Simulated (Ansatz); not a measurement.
Be: single-point calculation

The run: single-point calculation of Be (slab, 24 atoms in the cell). Method and program: DFT PBE, scalar-relativistic, plane waves, PAW, no spin polarisation (Ansatz 0.2.0).

The structure derives from an entry of the Crystallography Open Database. Figures and captions count atoms from 1; the log counts them from 0 in places.

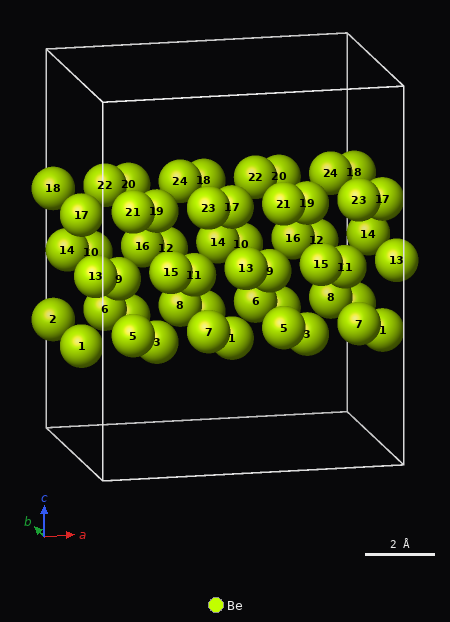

Fig. 1: The structure (spheres-only view of the 2 × 1 repeat of the cell, with the vacuum cut short, seen slightly off an axis; atoms are numbered from 1 in the order of the input). An atom can appear more than once, as a periodic image.

**Input**
```yaml
crystal:
  lattice:
    - [4.5254381414, 0.0, 0.0]
    - [0.0, 7.1336190818, 0.0]
    - [0.0, 0.0, 19.8685529777]
  atoms:
    - { symbol: Be, position: [0.0, 0.375, 0.2013231665] }
    - { symbol: Be, position: [0.0, 0.875, 0.2013231665] }
    - { symbol: Be, position: [0.5, 0.375, 0.2013231665] }
    - { symbol: Be, position: [0.5, 0.875, 0.2013231665] }
    - { symbol: Be, position: [0.25, 0.125, 0.2341987732] }
    - { symbol: Be, position: [0.25, 0.625, 0.2341987732] }
    - { symbol: Be, position: [0.75, 0.125, 0.2341987732] }
    - { symbol: Be, position: [0.75, 0.625, 0.2341987732] }
    - { symbol: Be, position: [0.25, 0.375, 0.2999499865] }
    - { symbol: Be, position: [0.25, 0.875, 0.2999499865] }
    - { symbol: Be, position: [0.75, 0.375, 0.2999499865] }
    - { symbol: Be, position: [0.75, 0.875, 0.2999499865] }
    - { symbol: Be, position: [0.0, 0.125, 0.3268353583] }
    - { symbol: Be, position: [0.0, 0.625, 0.3268353583] }
    - { symbol: Be, position: [0.5, 0.125, 0.3268353583] }
    - { symbol: Be, position: [0.5, 0.625, 0.3268353583] }
    - { symbol: Be, position: [0.0, 0.375, 0.3993099146] }
    - { symbol: Be, position: [0.0, 0.875, 0.3993099146] }
    - { symbol: Be, position: [0.5, 0.375, 0.3993099146] }
    - { symbol: Be, position: [0.5, 0.875, 0.3993099146] }
    - { symbol: Be, position: [0.25, 0.125, 0.4211958962] }
    - { symbol: Be, position: [0.25, 0.625, 0.4211958962] }
    - { symbol: Be, position: [0.75, 0.125, 0.4211958962] }
    - { symbol: Be, position: [0.75, 0.625, 0.4211958962] }
basis:
  ecutwfc: 420
kpoints:
  mp_grid: { grid: [6, 4, 1] }
hamiltonian:
  xc: pbe
scf:
  occupations: { method: gaussian, width: 0.1 }
output:
  forces: true
  eigenvalues: true
  write_density: true
  write_potential: true
  elf: true
  volumetric_format: npy
efield:
  axis: 3
  dipole_correction: true
  ramp_width: 0.04
```

Hardware: 4 threads of Arm Neoverse V1, 24 GiB of memory available, shared host.

Command:
```bash
ansatz run input.yaml --threads 4 --pin off --max-ram 12288MiB --backend cpu --events-out ev --progress --plain --runs-dir out
```

**The program's output**
```
Engine: ansatz 0.2.0, aarch64-unknown-linux-gnu
Pseudopotentials: kind: paw
Pseudopotential: Be, paw, valence charge 2, recommended cutoff 420 eV (normal), Be.paw.azcp
Functional definition: PBE
  parameter kappa = 0.804
  parameter beta = 0.06672455060314922
  exchange = pbe_x(kappa = kappa, mu = beta*pi^2/3)
  correlation = pbe_c(beta = beta)
Crystal: 24 atoms, lattice volume = 641.412 Å³
Basis set: ecut = 420 eV, 12535 PW (Γ), exchange–correlation on 64×96×270 points (8 copies of the dense FFT grid, shifted against one another)
Bands: 48, of which v1, the nominal top of the filled ones, is band 24 counted from 1 (23 counted from 0)
Symmetry: 16 space group operations
Space group: Pmm2 (ITA 25), of the structure as read, at distance tolerance 8.6e-5 Å
k-points: 12 of 24
Non-local potential: Be, projectors of the file, l = 0: 2, l = 1: 2, l = 2: 1
PAW form: soft (Blöchl's): semilocal exchange-correlation on the pseudo side does not see the compensation charge
PAW one-centre angular grid: Be, 110 points (default); XC on 64 Gauss nodes
Initial density: superposition of atomic densities (neutral atoms: chi_scale 0, normalization atom), corrected by the library's trained network
Initial wavefunctions: pseudopotential atomic-orbital guess
Functional: x = pbe(κ = 0.804, μ = 0.2195149727645171), c = pbe(β = 0.06672455060314922)
SCF iter   1: F=—  HF=-2218.986305 eV  |F-HF|=—  |Δ(HF+E_count)|=         —  Δρ=2.34e-3  dr2=1.18e-1  ethr=1.77e-3  p=-0.031 e·Å  D=-8.68e-3 V/Å  ΔV_dip=0.17 eV  dr2_dipole=4.84e-5  V_vac-E_F(+/−)=4.41/4.23 eV  ⟨swp⟩=13.2  Hψ=5202  notcnv=0  defer=61
efield: sawtooth ramp at fractional position 0.7913 (placed from the atoms, in the widest stretch of the axis that holds none; the zero of the levels goes with the place), width 0.0400; the density the first Hamiltonian is built on has a dipole p = -0.031 e·Å; the dipole correction subtracts the counter field D = -8.68e-3 V/Å, which shifts the + side's vacuum level by +0.17 eV against the − side's; the planar-averaged density in the ramp window peaks in size at 1.4e-5 e/Å³
preconditioner: auto → LDOS  [metal: Δε(μ)=0.059 eV  Ē_g=7.907 eV  σ=0.100 eV  W_gap=0.30  n_scr=64 (ndim 8)  ℏωp=10.2 eV  f_vac=0.573  D(μ)=3.75/eV (n_scr^D=12)  β→1.0]
SCF iter   2: F=—  HF=-2218.975704 eV  |F-HF|=—  |Δ(HF+E_count)|=   1.06e-2  Δρ=1.14e-3  dr2=4.45e-2  ethr=2.45e-4  p=-0.043 e·Å  D=-1.21e-2 V/Å  ΔV_dip=0.24 eV  dr2_dipole=1.74e-3  V_vac-E_F(+/−)=4.71/4.46 eV  ⟨swp⟩=2.1  Hψ=1008  notcnv=0  defer=192
SCF iter   3: F=—  HF=-2218.968161 eV  |F-HF|=—  |Δ(HF+E_count)|=   7.54e-3  Δρ=1.46e-4  dr2=3.91e-4  ethr=9.27e-5  p=-0.036 e·Å  D=-1.01e-2 V/Å  ΔV_dip=0.20 eV  dr2_dipole=1.90e-6  V_vac-E_F(+/−)=4.64/4.43 eV  ⟨swp⟩=2.1  Hψ=601  notcnv=0  defer=192
SCF iter   4: F=—  HF=-2218.968226 eV  |F-HF|=—  |Δ(HF+E_count)|=   6.57e-5  Δρ=4.91e-5  dr2=6.03e-5  ethr=8.15e-7  p=-0.038 e·Å  D=-1.07e-2 V/Å  ΔV_dip=0.21 eV  dr2_dipole=2.25e-6  V_vac-E_F(+/−)=4.66/4.45 eV  ⟨swp⟩=3.5  Hψ=874  notcnv=0  defer=192
SCF iter   5: F=—  HF=-2218.969389 eV  |F-HF|=—  |Δ(HF+E_count)|=   1.16e-3  Δρ=1.64e-5  dr2=9.48e-6  ethr=1.26e-7  p=-0.038 e·Å  D=-1.06e-2 V/Å  ΔV_dip=0.21 eV  dr2_dipole=1.64e-6  V_vac-E_F(+/−)=4.66/4.45 eV  ⟨swp⟩=2.3  Hψ=739  notcnv=0  defer=176
SCF iter   6: F=—  HF=-2218.969392 eV  |F-HF|=—  |Δ(HF+E_count)|=   2.50e-6  Δρ=4.59e-6  dr2=2.59e-7  ethr=1.98e-8  p=-0.038 e·Å  D=-1.06e-2 V/Å  ΔV_dip=0.21 eV  dr2_dipole=3.60e-9  V_vac-E_F(+/−)=4.66/4.45 eV  ⟨swp⟩=2.5  Hψ=638  notcnv=0  defer=168
SCF iter   7: F=-2218.969392 eV  HF=-2218.969392 eV  |F-HF|=2.13e-8  |Δ(HF+E_count)|=   3.83e-7  Δρ=9.71e-7  dr2=1.96e-8  ethr=2.08e-10  p=-0.038 e·Å  D=-1.07e-2 V/Å  ΔV_dip=0.21 eV  dr2_dipole=6.60e-10  V_vac-E_F(+/−)=4.66/4.45 eV  ⟨swp⟩=40.9  Hψ=7046  notcnv=0
SCF 1 converged in 7 iterations: F = -2218.969392 eV  dr2 = 1.96e-8
  greatest PAW one-centre occupation: 0.376 electrons in one spin orbital (limit 2), on the Be atom at site 15 (counted from 0), in its partial waves of l = 0
```

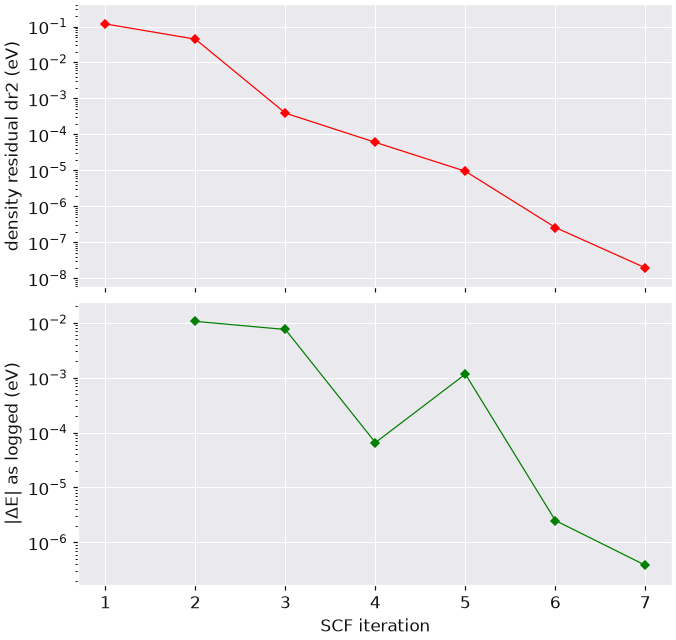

Fig. 2: Convergence of the self-consistent field: density residual dr2 and size of the energy change against the SCF iteration. The residual falls at every step.

```
SCF converged after 7 iterations
Free energy (F): -2218.969392 eV
Harris-Foulkes:  -2218.969392 eV  (|F-HF|=2.13e-8)
Internal energy: -2218.952098 eV  (E = F + TS)
E sigma→0 (E₀):  -2218.960745 eV
Entropy (-TS):   -0.017294 eV (-0.721 meV/atom)
Fermi energy:    -0.915374 eV
Dipole field:    D = -0.010681 V/Å  (p = -0.037860 e·Å, saw-weighted, corrected)
Work function:   Φ+ = 4.6631 eV   Φ− = 4.4509 eV
Levels:          The Fermi level and band energies are counted from a zero that moves with the ramp; work functions are not
--- Per-component energies (eV) ---
  E_band       = -237.333307
  E_kinetic    = 479.315017
  E_local      = -10705.294649  (includes V_loc(G=0)·N_el)
  E_nonlocal   = 111.105541
  E_hartree    = 5197.307233
  E_xc         = -462.144599
  E_vxc        = -482.527817  (∫ρ·V_xc dr)
  E_paw        = -1429.977243  (= ΣΔE_a)
  E_vpaw       = -34.584127  (= ΣTr[D̂ρ^β])
  E_aug_tail   = -0.000015  (compensation charges beyond the density's cutoff)
  E_efield     = 0.000202  (sawtooth field / dipole correction)
  E_vefield    = 0.026304  (∫n·V_field dr)
  E_ewald      = 4590.736415
  E_smearing   = -0.017294  (= −TS)
  E_closure    = -0.000000  (closes the sum)
  Σ components = -2218.969392   (vs F -2218.969392, Δ=0.00e0)
--- Forces (eV/Å), atoms counted from 1 ---
  atom   1  Be    -0.00000000     0.00000000     0.57114237
  atom   2  Be    -0.00000000     0.00000000     0.57114237
  atom   3  Be     0.00000000    -0.00000000     0.57114237
  atom   4  Be     0.00000000    -0.00000000     0.57114237
  atom   5  Be     0.00000000     0.00000000    -0.69463774
  atom   6  Be     0.00000000    -0.00000000    -0.69463774
  atom   7  Be     0.00000000     0.00000000    -0.69463774
  atom   8  Be    -0.00000000     0.00000000    -0.69463774
  atom   9  Be    -0.00000000     0.00000000     0.16803460
  atom  10  Be    -0.00000000     0.00000000     0.16803460
  atom  11  Be    -0.00000000    -0.00000000     0.16803460
  atom  12  Be    -0.00000000     0.00000000     0.16803460
  atom  13  Be     0.00000000     0.00000000     0.01905236
  atom  14  Be    -0.00000000     0.00000000     0.01905236
  atom  15  Be     0.00000000     0.00000000     0.01905236
  atom  16  Be     0.00000000     0.00000000     0.01905236
  atom  17  Be     0.00000000     0.00000000     0.00217720
  atom  18  Be     0.00000000    -0.00000000     0.00217720
  atom  19  Be    -0.00000000     0.00000000     0.00217720
  atom  20  Be     0.00000000    -0.00000000     0.00217720
  atom  21  Be    -0.00000000     0.00000000    -0.06574162
  atom  22  Be     0.00000000    -0.00000000    -0.06574162
  atom  23  Be     0.00000000    -0.00000000    -0.06574162
  atom  24  Be     0.00000000    -0.00000000    -0.06574162
  max |Σ_I F_I| component: 1.09e-4 eV/Å
--- Band table (eV; the first three rows and the last of 12) ---
  k-point 0: bands = ["-11.1669", "-9.0839", "-9.0515", "-8.9952", "-6.9382", "-6.9366", "-5.8728", "-5.8359", "-5.6935", "-4.4966", "-4.2985", "-4.2268", "-3.8294", "-3.7151", "-3.6979", "-3.6577", "-3.6232", "-3.5492", "-3.5090", "-3.2445", "-3.1780", "-1.8512", "-1.0138", "-0.9866", "-0.9544", "-0.6017", "0.0590", "0.8561", "1.2551", "1.9273", "2.0193", "2.4805", "2.7230", "2.8461", "3.0871", "3.1855", "3.3148", "3.5267", "3.7243", "3.7488", "3.9400", "4.0586", "4.1474", "4.4641", "4.6679", "5.0138", "5.2125", "5.3464"]
  k-point 1: bands = ["-11.0324", "-9.9577", "-8.9500", "-7.9846", "-7.7123", "-5.8115", "-5.7489", "-5.7225", "-5.5786", "-4.9942", "-4.8860", "-4.8099", "-4.3953", "-3.7813", "-3.6467", "-3.5389", "-3.4754", "-3.3892", "-2.9117", "-2.8355", "-2.7562", "-2.7398", "-1.5530", "-1.2657", "-0.9373", "-0.0603", "0.3352", "0.4693", "1.9751", "2.2231", "2.2965", "2.4156", "2.6585", "2.9744", "3.2270", "3.2550", "3.2689", "3.3858", "3.4393", "3.6389", "4.1676", "4.3323", "4.3964", "4.4338", "4.4853", "4.6761", "5.0164", "5.1213"]
  k-point 2: bands = ["-10.6291", "-10.6291", "-8.5505", "-8.5505", "-6.4226", "-6.4226", "-5.3911", "-5.3911", "-5.3840", "-5.3840", "-5.2786", "-5.2786", "-4.1418", "-4.1418", "-3.6578", "-3.6578", "-3.5155", "-3.5155", "-3.1031", "-3.1031", "-1.9890", "-1.9890", "-1.7807", "-1.7807", "-0.8094", "-0.8094", "0.4913", "0.4913", "2.5214", "2.5214", "2.7735", "2.7735", "2.9819", "2.9819", "3.0016", "3.0016", "3.5773", "3.5773", "3.7945", "3.7945", "4.0243", "4.0243", "4.0318", "4.0318", "4.3293", "4.3293", "4.6289", "4.6289"]
  k-point 11: bands = ["-9.2892", "-9.2892", "-9.2892", "-9.2892", "-7.2087", "-7.2087", "-7.2087", "-7.2087", "-5.0094", "-5.0094", "-5.0094", "-5.0094", "-4.0702", "-4.0702", "-4.0702", "-4.0702", "-2.7816", "-2.7816", "-2.7816", "-2.7816", "-1.3814", "-1.3814", "-1.3814", "-1.3814", "-0.4025", "-0.4025", "-0.4025", "-0.4025", "2.1022", "2.1022", "2.1022", "2.1022", "3.5763", "3.5763", "3.5763", "3.5763", "4.5427", "4.5427", "4.5427", "4.5427", "4.6519", "4.6519", "4.6519", "4.6519", "4.9097", "4.9097", "4.9097", "4.9097"]
```

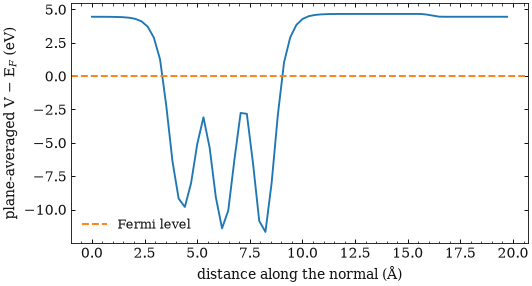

Fig. 3: Plane average of the electrostatic potential energy of an electron across the cell, from the Fermi level. The vacuum level lies 4.66 eV above the Fermi level on the upper side and 4.45 eV on the lower.

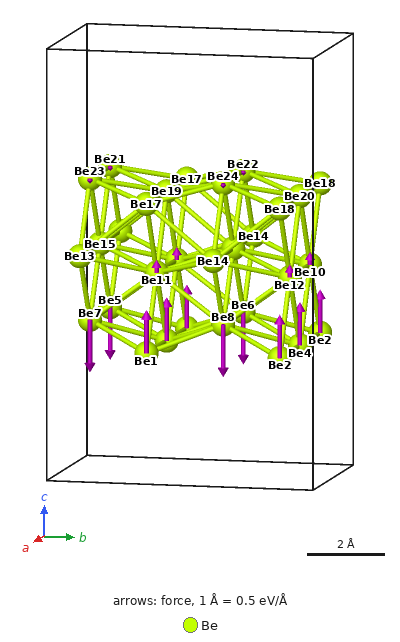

Fig. 4: Forces on the atoms as pink arrows (ball-and-stick view of the cell of the calculation, with the vacuum cut short, seen slightly off an axis; atoms are numbered from 1 in the order of the input); the smallest are left out. The largest act on Be5, Be6, Be7, Be8 (0.69 eV/Å); Be1, Be2, Be3, Be4 (0.57 eV/Å). The geometry is not a stationary point of this energy.

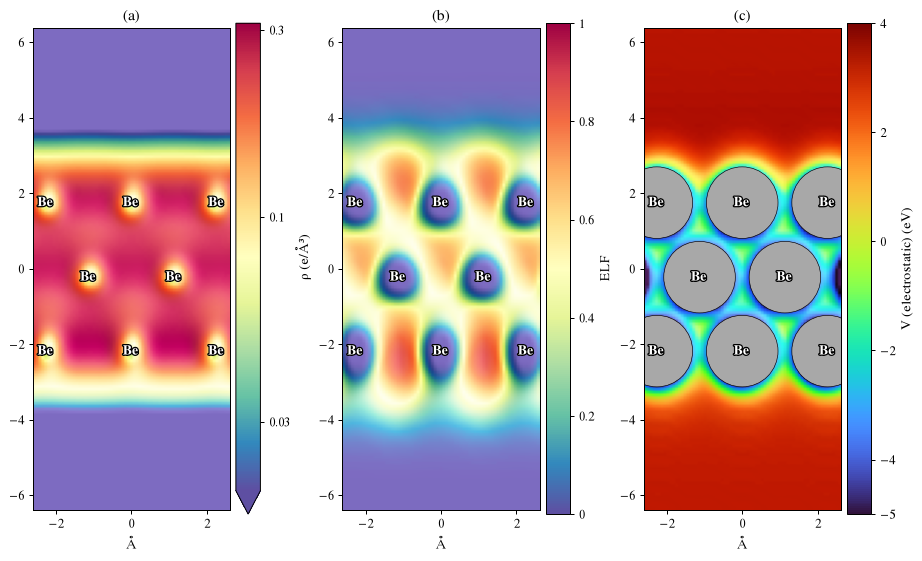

Fig. 5: (a) valence electron density; (b) electron localisation function; (c) electrostatic potential (local pseudopotential plus Hartree) felt by an electron on the (010) plane of the calculation cell, a cut from vacuum to vacuum. Grey discs, where drawn, cover atomic cores. Atoms in the plane: Be. Be–Be (2.26 Å): ρ is about 0.3 e/Å³ halfway, a local maximum along the line; the ELF peaks at about 0.85 between the atoms, as expected for localised, shared-pair bonding. The density dies away to nearly zero in the vacuum. The fields are those of the smooth PAW valence density.

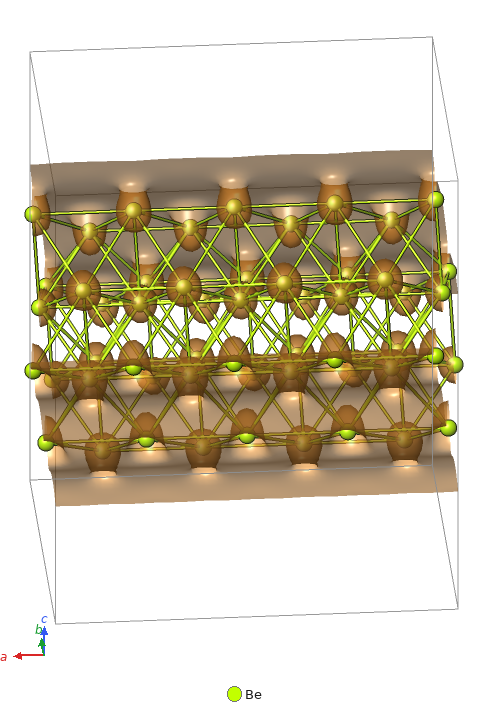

Fig. 6: Isosurface of the valence pseudo-density at 0.2 e/Å³ (orange), seen at an oblique angle. Sticks mark near contacts. At this value the density is joined into sheets; it holds about 80 % of the electrons treated as valence. On the grid the lowest density along these lines, outside the cores, is 0.3 e/Å³ (Be–Be, 2.16 Å), 0.28 e/Å³ (Be–Be, 2.21 Å) and 0.27 e/Å³ (Be–Be, 2.26 Å).

**Results in brief**

- outcome: converged
- electrons treated: 48
- free energy: −2218.9694 eV
- work function, top face: 4.66 eV
- work function, bottom face: 4.45 eV
- Fermi energy: −0.915 eV
- gap on the k-point mesh: none (metallic)
- work function (upper face): 4.66 eV
- largest force (length of the vector): 0.695 eV/Å
- wall time: 14 s (CPU time 52 s)
- peak memory: 1.1 GiB
